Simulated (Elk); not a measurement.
## Polar Kerr effect of Fe3Ge

How strongly does Fe3Ge turn reflected light?

Method: PBEsol; all-electron APW+lo, Dirac cores, scalar-relativistic bands with second-variational spin-orbit coupling, in Elk 11.2.3 (patched build).

## 1. Starting point

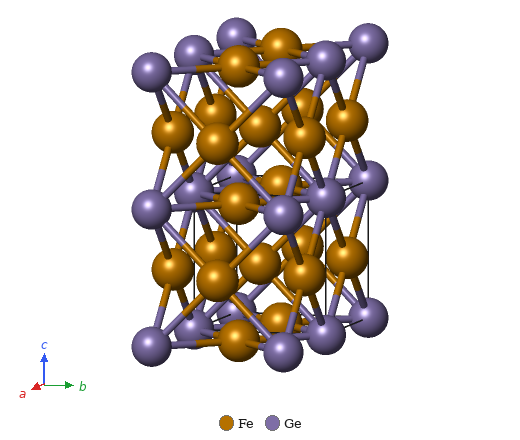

The cell as given, slightly off an axis (iron orange, germanium purple). 2×1×2 cells are drawn. Some periodic images of atoms are drawn too.

The cell comes from a database of computed structures and need not be the stable phase.

## 2. Ground state with spin–orbit coupling

In a ferromagnet the Kerr effect comes from exchange splitting and spin–orbit coupling together. The parallel order is imposed here; no other order was tried.

In this input [001] lies along z, the axis of the moments and of the light.

The last three numbers of an atom's line are a seed field in its sphere. It points against the wanted moment and shrinks by the factor reducebf each loop.

Input file elk.in:

```
tasks
  0
  15
  33
  73

xctype
  22

rgkmax
  7.0

nempty
  14

swidth
  0.005

reducebf
  0.5

epsengy
  1e-05

maxscl
  100

lmaxi
  3

spinpol
  .true.

spinorb
  .true.

cmagz
  .true.

sppath
  './'

avec
  6.91734346185 0.00000000000 0.00000000000
  0.00000000000 6.91734346185 0.00000000000
  0.00000000000 0.00000000000 6.91734346185

atoms
  2
  'Fe.in'
  3
  0.0000000000 0.5000000000 0.5000000000   0.000000 0.000000 -0.084000
  0.5000000000 0.5000000000 0.0000000000   0.000000 0.000000 -0.084000
  0.5000000000 0.0000000000 0.5000000000   0.000000 0.000000 -0.084000
  'Ge.in'
  1
  0.0000000000 0.0000000000 0.0000000000   0.000000 0.000000 0.000000

ngridk
  8 8 8

plot3d
  0 0 0
  1 0 0
  0 1 0
  0 0 1
  19 19 19
```

On the command line:

```console
$ OMP_NUM_THREADS=4 elk
```

Numbers of over 12 decimals in the logs are rounded to 6 here.

Log:

```text
Warning(gndstate): core states of species 2 leak from the muffin-tin :   0.3468366909E-03
Warning(chksvso): spin-orbit splittings by the second variation are low [figures from our tests cut]: local-orbitals by j (lorbdm 7 and 8, zora) mend levels alone

--- INFO.OUT ---
┌─────────────────────────┐
│ Elk code version 11.2.3 │
└─────────────────────────┘

All units are atomic (Hartree, Bohr, etc.)

┌─────────────────────────────────────────────────┐
│ Ground-state run starting from atomic densities │
└─────────────────────────────────────────────────┘

Lattice vectors :
   6.917343462       0.000000000       0.000000000
   0.000000000       6.917343462       0.000000000
   0.000000000       0.000000000       6.917343462

Species : 1 (Fe)
 parameters loaded from : Fe.in
 name : iron
 nuclear charge    :   -26.00000000
 electronic charge :    26.00000000
 atomic mass :    101799.2075
 muffin-tin radius :    2.400000000
 number of radial points in muffin-tin :    993
 inner part over the whole radius :   0.9896234358E-02
 number on inner part of muffin-tin    :    700
 approximate nuclear radius :   0.7160107270E-04
 number of mesh points to nuclear radius :    332
 atomic positions (lattice), magnetic fields (Cartesian) :
  1 :   0.00000000  0.50000000  0.50000000    0.00000000  0.00000000 -0.08400000
  2 :   0.50000000  0.50000000  0.00000000    0.00000000  0.00000000 -0.08400000
  3 :   0.50000000  0.00000000  0.50000000    0.00000000  0.00000000 -0.08400000

Species : 2 (Ge)
 parameters loaded from : Ge.in
 name : germanium
 nuclear charge    :   -32.00000000
 electronic charge :    32.00000000
 atomic mass :    132414.6196
 muffin-tin radius :    2.400000000
 number of radial points in muffin-tin :    993
 inner part over the whole radius :   0.9906635991E-02
 number on inner part of muffin-tin    :    702
 approximate nuclear radius :   0.7637961215E-04
 number of mesh points to nuclear radius :    340
 atomic positions (lattice), magnetic fields (Cartesian) :
  1 :   0.00000000  0.00000000  0.00000000    0.00000000  0.00000000  0.00000000

Total number of atoms per unit cell :    4
Total muffin-tin volume :    231.6233432
 ratio of muffin-tin to unit cell volume :   0.6997844794

Spin treatment :
 spin-polarised
 spin-orbit coupling
 global magnetic field (Cartesian) :    0.000000000       0.000000000       0.000000000
 collinear magnetisation in z-direction

Number of Bravais lattice symmetries :   48
Number of crystal symmetries         :    8
Crystal has inversion symmetry
Real symmetric eigensolver will be used

k-point grid :      8     8     8
k-point offset :    0.000000000       0.000000000       0.000000000
k-point set is reduced with full crystal symmetry group
Total number of k-points :       90

Muffin-tin radius times maximum |G+k| :    7.000000000
 using average radius
Maximum |G+k| for APW functions       :    2.916666667
Maximum (1/2)|G+k|²                   :    4.253472222
Maximum |G| for potential and density :    12.00000000
Constant for pseudocharge density :    7
 order of it for each species :   14  14
 order of it for pair densities of each species (exact exchange by exxq0 0: 14) :   10  10
Radial integration step length :    1

G-vector grid sizes :     27    27    27
Number of G-vectors :     9771

Maximum angular momentum used for
 APW functions            :    8
 outer part of muffin-tin :    6
 inner part of muffin-tin :    3

Number of empty states         :     56
Total number of valence states :    176
Total number of core states    :     48

Third-order local-orbitals added for an l without core states : T
Total number of local-orbitals :     89

Exchange-correlation functional :     22     0     0
 PBEsol, Phys. Rev. Lett. 100, 136406 (2008)
 gradient requirement :    1
 generalised gradient approximation (GGA)

Smearing type :    3
 Fermi-Dirac
Smearing width :   0.5000000000E-02
Effective electronic temperature (K) :    1578.875124

Mixing type :    3
 Broyden mixing, J. Phys. A: Math. Gen. 17, L317 (1984)

Kohn-Sham potential initialised from atomic data

┌──────────────────────────────┐
│ Self-consistent loop started │
└──────────────────────────────┘

┌─────────────────┐
│ Loop number : 1 │
└─────────────────┘

Energies :
 Fermi                       :     0.214183
 sum of occupied eigenvalues :     -3419.9396260235
 electron kinetic            :      6003.7557410364
 core electron kinetic       :      5428.6247508844
 Coulomb                     :     -11674.320750461
 Coulomb potential           :     -9099.9838383681
 nuclear-nuclear             :     -1006.8956959568
 electron-nuclear            :     -12272.312502776
 Hartree                     :      1604.8874482712
 Madelung                    :     -7124.3288312774
 xc potential                :     -323.34867559546
 xc effective B-field        :    -0.331919
 external B-field            :      0.000000
 exchange                    :     -236.45432047650
 correlation                 :     -5.932447
 electron entropic           :    -0.75236136495379E-02
 total energy                :     -5912.9593005063
 (external B-field energy excluded from total)

Density of states at Fermi energy :    88.20977648
 (states/Hartree/unit cell)

Estimated indirect band gap :   0.3258675420E-03
 from k-point 17 to k-point 76
Estimated direct band gap   :   0.1929754801E-02
 at k-point 17

Charges :
 core                        :    48.00000000
 valence                     :    62.00000000
 interstitial                :    3.743652912
 muffin-tins (core leakage)
  species : 1 (Fe)
   atom 1                    :    25.24176848     ( -0.2258117906E-06)
   atom 2                    :    25.24276015     ( -0.2258117906E-06)
   atom 3                    :    25.24176848     ( -0.2258117906E-06)
  species : 2 (Ge)
   atom 1                    :    30.53004997     (  0.3744071714E-03)
 total in muffin-tins        :    106.2563471
 total calculated charge     :    109.9987200
 total charge                :    110.0000000
 error                       :   0.1279989624E-02

Moments :
 interstitial                :  -0.7010217415E-01
 muffin-tins
  species : 1 (Fe)
   atom 1                    :    2.336121263
   atom 2                    :    2.335563003
   atom 3                    :    2.336121263
  species : 2 (Ge)
   atom 1                    :  -0.1167761424
 total in muffin-tins        :    6.891029388
 total moment                :    6.820927213

[... earlier loops left out ...]

┌──────────────────┐
│ Loop number : 22 │
└──────────────────┘

Energies :
 Fermi                       :     0.335223
 sum of occupied eigenvalues :     -3409.8197051474
 electron kinetic            :      6007.5818861431
 core electron kinetic       :      5429.2144417932
 Coulomb                     :     -11677.523739776
 Coulomb potential           :     -9099.5627299736
 nuclear-nuclear             :     -1006.8956959568
 electron-nuclear            :     -12279.041571556
 Hartree                     :      1608.4135277371
 Madelung                    :     -7127.7423747893
 xc potential                :     -317.53834140579
 xc effective B-field        :    -0.300521
 external B-field            :      0.000000
 exchange                    :     -236.62214836535
 correlation                 :     -5.934919
 electron entropic           :    -0.77209172203743E-02
 total energy                :     -5912.5066422783
 (external B-field energy excluded from total)

Density of states at Fermi energy :    88.94299236
 (states/Hartree/unit cell)

Estimated indirect band gap :   0.4474083142E-03
 from k-point 77 to k-point 32
Estimated direct band gap   :   0.3037165410E-02
 at k-point 59

Charges :
 core                        :    48.00000000
 valence                     :    62.00000000
 interstitial                :    3.717055765
 muffin-tins (core leakage)
  species : 1 (Fe)
   atom 1                    :    25.17720869     ( -0.2258118581E-06)
   atom 2                    :    25.17728059     ( -0.2258118670E-06)
   atom 3                    :    25.17720869     ( -0.2258118581E-06)
  species : 2 (Ge)
   atom 1                    :    30.75124628     (  0.3468366909E-03)
 total in muffin-tins        :    106.2829442
 total calculated charge     :    109.9987713
 total charge                :    110.0000000
 error                       :   0.1228661755E-02

Moments :
 interstitial                :  -0.6694623819E-01
 muffin-tins
  species : 1 (Fe)
   atom 1                    :    2.208591930
   atom 2                    :    2.208538215
   atom 3                    :    2.208591930
  species : 2 (Ge)
   atom 1                    :  -0.1338312123
 total in muffin-tins        :    6.491890864
 total moment                :    6.424944625

┌──────────────────────────────┐
│ Self-consistent loop stopped │
└──────────────────────────────┘

Warning : core states of species 2 leak from the muffin-tin :   0.3468366909E-03

Wrote STATE.OUT
```

Run time: 12 min. Hardware: 4 threads of Arm Neoverse V1, shared host; peak memory 0.41 GiB.

Spin moment in the muffin-tin sphere by atom:

| atom | spin moment in the muffin-tin sphere (μB) |
| --- | --- |
| Fe1 | 2.21 |
| Fe2 | 2.21 |
| Fe3 | 2.21 |
| Ge4 | -0.13 |

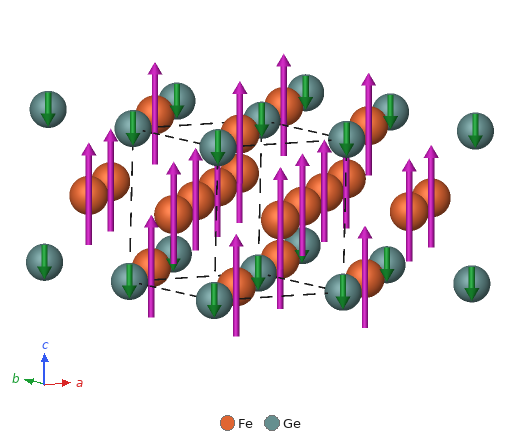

Spin moment in the muffin-tin sphere as arrows, the longest 2.21 μB. Up and down stand for the sign. Arrows give size and sign along the axis of quantisation, drawn up and down the page. Each arrow also spans its atom, so small moments look longer than they are. The two directions have two colours. 2×2×1 cells are drawn. Some periodic images of atoms are drawn too.

This step gave:

| Item | Value |
| --- | --- |
| density of states at the Fermi level | 3.269 states/eV/cell |
| moment between the spheres | -0.06695 μB |
| magnetization | 6.425 μB |
| final state | ferromagnetic |

After 22 cycles the largest moment stands at 2.21 μB.

Orbital moment <L> in the sphere by atom:

| atom | x (μB) | y (μB) | z (μB) | size |
| --- | --- | --- | --- | --- |
| Fe1 | 0.0000 | 0.0000 | 0.0544 | 0.0544 |
| Fe2 | 0.0000 | 0.0000 | 0.0598 | 0.0598 |
| Fe3 | 0.0000 | 0.0000 | 0.0544 | 0.0544 |
| Ge4 | 0.0000 | 0.0000 | -0.0012 | 0.0012 |

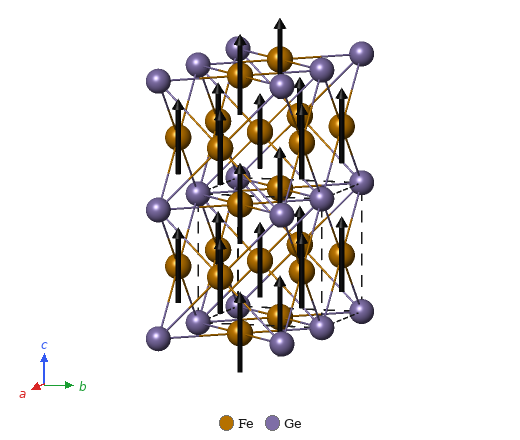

Orbital moment <L> in the sphere as arrows, the longest 0.0598 μB. 2×1×2 cells are drawn. Some periodic images of atoms are drawn too.

## 3. States and momentum matrix elements on a finer mesh

Optical spectra need more k points than the density, so the states are solved once on a finer mesh in the saved potential.

Input file elk.in:

```
tasks
  1
  120

xctype
  22

rgkmax
  7.0

nempty
  14

swidth
  0.005

reducebf
  0.5

epsengy
  1e-05

maxscl
  1

lmaxi
  3

spinpol
  .true.

spinorb
  .true.

cmagz
  .true.

sppath
  './'

avec
  6.91734346185 0.00000000000 0.00000000000
  0.00000000000 6.91734346185 0.00000000000
  0.00000000000 0.00000000000 6.91734346185

atoms
  2
  'Fe.in'
  3
  0.0000000000 0.5000000000 0.5000000000   0.000000 0.000000 -0.000084
  0.5000000000 0.5000000000 0.0000000000   0.000000 0.000000 -0.000084
  0.5000000000 0.0000000000 0.5000000000   0.000000 0.000000 -0.000084
  'Ge.in'
  1
  0.0000000000 0.0000000000 0.0000000000   0.000000 0.000000 0.000000

ngridk
  11 11 11
```

On the command line:

```console
$ OMP_NUM_THREADS=4 elk
```

Log:

```text
Warning(gndstate): core states of species 2 leak from the muffin-tin :   0.3468366768E-03
Warning(chksvso): spin-orbit splittings by the second variation are low [figures from our tests cut]: local-orbitals by j (lorbdm 7 and 8, zora) mend levels alone

--- INFO.OUT ---
┌─────────────────────────┐
│ Elk code version 11.2.3 │
└─────────────────────────┘

All units are atomic (Hartree, Bohr, etc.)

┌──────────────────────────────────────────┐
│ Ground-state run resuming from STATE.OUT │
└──────────────────────────────────────────┘

Lattice vectors :
   6.917343462       0.000000000       0.000000000
   0.000000000       6.917343462       0.000000000
   0.000000000       0.000000000       6.917343462

Species : 1 (Fe)
 muffin-tin radius :    2.400000000
 atomic positions (lattice), magnetic fields (Cartesian) :
  1 :   0.00000000  0.50000000  0.50000000    0.00000000  0.00000000  0.00000000
  2 :   0.50000000  0.50000000  0.00000000    0.00000000  0.00000000  0.00000000
  3 :   0.50000000  0.00000000  0.50000000    0.00000000  0.00000000  0.00000000

Species : 2 (Ge)
 muffin-tin radius :    2.400000000
 atomic positions (lattice), magnetic fields (Cartesian) :
  1 :   0.00000000  0.00000000  0.00000000    0.00000000  0.00000000  0.00000000

Total number of atoms per unit cell :    4
Total muffin-tin volume :    231.6233432
 ratio of muffin-tin to unit cell volume :   0.6997844794

Spin treatment :
 spin-polarised
 spin-orbit coupling
 global magnetic field (Cartesian) :    0.000000000       0.000000000       0.000000000
 collinear magnetisation in z-direction

Number of Bravais lattice symmetries :   48
Number of crystal symmetries         :    8
Crystal has inversion symmetry
Real symmetric eigensolver will be used

[...]
Coulomb potential           :     -9099.5706814742
 nuclear-nuclear             :     -1006.8956959568
 electron-nuclear            :     -12279.033173545
 Hartree                     :      1608.4073738072
 Madelung                    :     -7127.7361549573
 xc potential                :     -317.52791266910
 xc effective B-field        :    -0.300528
 external B-field            :      0.000000
 exchange                    :     -236.62172449430
 correlation                 :     -5.934919
 electron entropic           :    -0.77804884163879E-02
 total energy                :     -5912.5063011566
 (external B-field energy excluded from total)

Density of states at Fermi energy :    89.92542035
 (states/Hartree/unit cell)

Estimated indirect band gap :   0.2613760199E-03
 from k-point 31 to k-point 58
Estimated direct band gap   :   0.3564921277E-02
 at k-point 105

Charges :
 core                        :    48.00000000
 valence                     :    62.00000000
 interstitial                :    3.717413810
 muffin-tins (core leakage)
  species : 1 (Fe)
   atom 1                    :    25.17698101     ( -0.2258117942E-06)
   atom 2                    :    25.17702955     ( -0.2258117817E-06)
   atom 3                    :    25.17698101     ( -0.2258117942E-06)
  species : 2 (Ge)
   atom 1                    :    30.75159462     (  0.3468366768E-03)
 total in muffin-tins        :    106.2825862
 total calculated charge     :    109.9987582
 total charge                :    110.0000000
 error                       :   0.1241801215E-02

Moments :
 interstitial                :  -0.6671534121E-01
 muffin-tins
  species : 1 (Fe)
   atom 1                    :    2.208641008
   atom 2                    :    2.208591912
   atom 3                    :    2.208641008
  species : 2 (Ge)
   atom 1                    :  -0.1335211810
 total in muffin-tins        :    6.492352747
 total moment                :    6.425637405

┌──────────────────────────────┐
│ Self-consistent loop stopped │
└──────────────────────────────┘

Warning : core states of species 2 leak from the muffin-tin :   0.3468366768E-03
```

Elapsed: 2.4 min, on 4 threads; peak memory 0.58 GiB.

This step gave:

- magnetization: 6.426 μB
- largest moment: 2.209 μB

## 4. Optics with a broadening of 0.20 eV

The broadening stands for the lifetime of the excited states; it lowers and widens the peaks.

elk.in: that of step 3 with these lines changed.

```diff
@@ -1,4 +1,4 @@
 tasks
-  1
-  120
+  121
+  122
 
@@ -14,3 +14,3 @@
 swidth
-  0.005
+  0.0075
 
@@ -23,3 +23,3 @@
 maxscl
-  1
+  100
 
@@ -36,2 +36,5 @@
   .true.
+
+intraband
+  .false.
 
@@ -58 +61,10 @@
   11 11 11
+
+wplot
+  240 100 0
+  0.00000 0.30000
+
+optcomp
+  1 1
+  1 2
+  3 3
```

On the command line:

```console
$ OMP_NUM_THREADS=4 elk
```

Log:

```text
┌─────────────────────────────────┐
│ Elk code version 11.2.3 started │
└─────────────────────────────────┘

Info(readinput): the functional depends on the density's gradient
 muffin-tin radial points multiplied by    2.00000
 (not where nrmtscf is given)

┌────────────────────┐
│ Current task : 121 │
└────────────────────┘

Info(dielectric):
 dielectric tensor written to EPSILON_ij.OUT
 optical conductivity written to SIGMA_ij.OUT
 for components
  i = 1, j = 1
  i = 1, j = 2
  i = 3, j = 3

┌────────────────────┐
│ Current task : 122 │
└────────────────────┘

Warning(chksvso): spin-orbit splittings by the second variation are low [figures from our tests cut]: local-orbitals by j (lorbdm 7 and 8, zora) mend levels alone

Info(dielectric):
 dielectric tensor written to EPSILON_ij.OUT
 optical conductivity written to SIGMA_ij.OUT
 for components
  i = 1, j = 1
  i = 1, j = 2

Info(moke):
 complex Kerr angle in degrees written to KERR.OUT

┌──────────────────┐
│ Elk code stopped │
└──────────────────┘
```

Run time: 1.7 min. Hardware: 4 threads; peak memory 0.04 GiB; 6.7 min of CPU time.

Intraband term left out, so in a metal the low energies lack the Drude part. Table of polar Kerr angle by photon energy; values in degrees:

| photon energy (eV) | rotation | ellipticity |
| --- | --- | --- |
| 0 | 0 | 0 |
| 1 | 0.377 | 0.0868 |
| 2 | 0.371 | 0.0962 |
| 3 | 0.328 | 0.251 |
| 4 | 0.162 | 0.363 |
| 5 | 0.0461 | 0.327 |
| 6 | -0.0727 | 0.195 |
| 7 | -0.0520 | 0.0492 |
| 8 | -0.0462 | 0.118 |

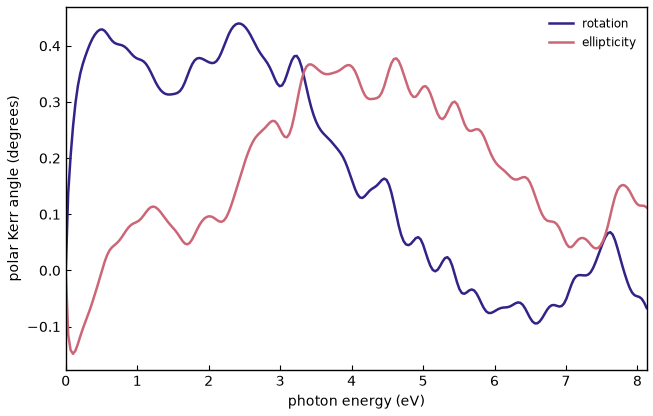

Polar Kerr angle against photon energy.

Intraband term left out, so in a metal the low energies lack the Drude part. Optical conductivity against photon energy:

| photon energy (eV) | Re sigma xx (S/cm) | Im sigma xx (S/cm) | Re sigma xy (S/cm) | Im sigma xy (S/cm) | Re sigma zz (S/cm) | Im sigma zz (S/cm) |
| --- | --- | --- | --- | --- | --- | --- |
| 0.0 | 2892 | 0 | -227 | 0 | 2939 | 0 |
| 0.5 | 3338 | -1533 | -203 | -25.3 | 3342 | -1514 |
| 1.0 | 5260 | -2873 | -263 | -67.8 | 5260 | -2866 |
| 1.5 | 8409 | -538 | -187 | -243 | 8404 | -528 |
| 2.0 | 6611 | 1379 | -54.2 | -219 | 6605 | 1381 |
| 2.5 | 5341 | 1609 | 7.04 | -187 | 5337 | 1608 |
| 3.0 | 4989 | 1028 | 17.3 | -129 | 4993 | 1028 |
| 3.5 | 4749 | 509 | 30.7 | -115 | 4747 | 508 |
| 4.0 | 5437 | 189 | 43.2 | -112 | 5439 | 195 |
| 4.5 | 5672 | 372 | 45.2 | -107 | 5668 | 373 |
| 5.0 | 6352 | 458 | 72.7 | -86.3 | 6350 | 454 |
| 5.5 | 6798 | 1421 | 97.5 | -44.3 | 6804 | 1423 |
| 6.0 | 6689 | 2229 | 74.7 | -0.210 | 6687 | 2230 |
| 6.5 | 6236 | 3116 | 55.7 | 20.4 | 6236 | 3118 |
| 7.0 | 5163 | 3283 | 13.0 | 13.5 | 5163 | 3282 |
| 7.5 | 4597 | 2889 | 9.83 | -9.48 | 4598 | 2890 |
| 8.0 | 5059 | 2576 | 27.2 | 5.61 | 5059 | 2577 |

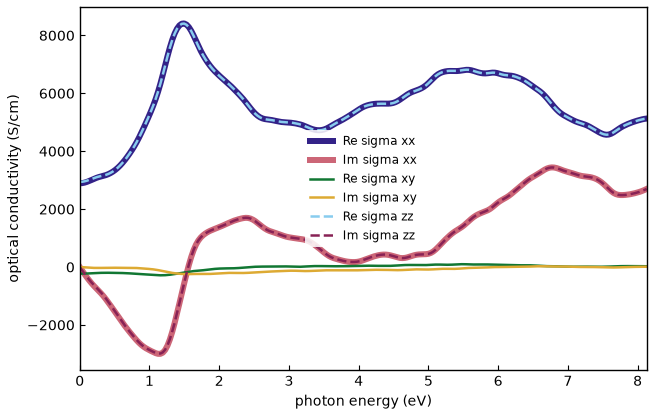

Optical conductivity, plotted against photon energy.

[end of part 1 of 2]

[Logs and program files are shortened in this print: banners, set-up blocks, solver, clock and traceback lines can be left out without a mark of their own.]

[Logs are printed without paths, hosts, clocks, repeated set-up lines and the standing remarks that a program may print on its own settings, such as how far it seeks lower states.]

[Hosts, paths, dates, database ids (printed as entryN), source tags and the programs' standing remarks are cut or masked in the printed files.]

[Where a cell is said to come from a database of computed structures, the database is the Materials Project.]
